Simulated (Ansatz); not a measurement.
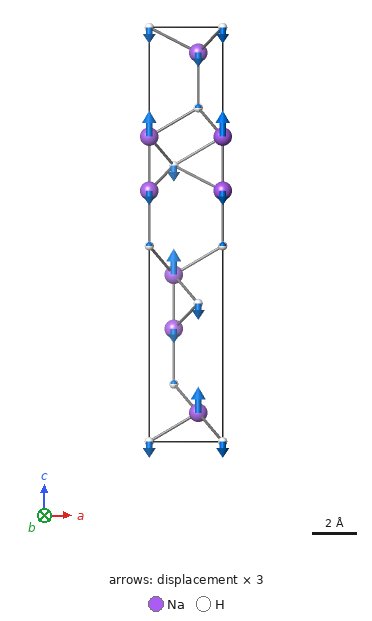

This is a relaxation of a crystal of NaH (a generated structure, set up in R3m) (coarse preliminary run). The starting structure is drawn; blue arrows show the displacements (the part carried along by the change of the cell is left out), magnified 3 times.

A ball-and-stick model of the conventional cell (3 times the calculation's cell), seen along the b axis. Lengths and directions refer to the drawn axes.

These are results of DFT PBE, scalar-relativistic, plane waves, PAW in Ansatz 0.2.0, not measurements. Set-up: plane-wave cutoff 420 eV; k-point mesh 6 × 6 × 6; occupations gaussian; smearing width 0.1 eV; no spin polarisation; cell and atoms relaxed; force threshold 0.04 eV/Å; at most 70 steps.

Question: Which element moves most?

Answer: Sodium: up to 0.40 Å, against 0.25 Å for hydrogen.

Question: What happened in the run?

Answer: Over 4 accepted moves (5 points after the start) the energy falls by 0.719 eV per cell of the calculation. Largest force component: 1.5 eV/Å at the start, 0.015 eV/Å at the end. The pressure goes from −2.70 to 0.19 GPa. At 1 point the geometry stayed and the basis and grid were re-selected for the new cell (energy shift of 3.6 meV per cell of the calculation at most each time). The atom that moves furthest relative to the cell is a Na atom (0.40 Å along +c). Largest moves by element: Na 0.40 Å, H 0.25 Å. The drawn cell changes as follows: a = b 3.895 → 3.518 Å (−9.7 %), c 19.025 → 18.240 Å (−4.1 %); the volume changes by −21.8 %. Near-neighbour distances that change, for instance: Na–Na 2.486 → 3.002 Å, H–Na 2.531 → 2.139 Å, H–Na 2.610 → 2.237 Å, H–Na 2.531 → 2.302 Å. The space group stays R3m (No. 160). Cost: 18 s on 1 thread of Intel(R) Xeon(R) Processor @ 2.70GHz, with other jobs on the host, peak memory 0.38 GiB.
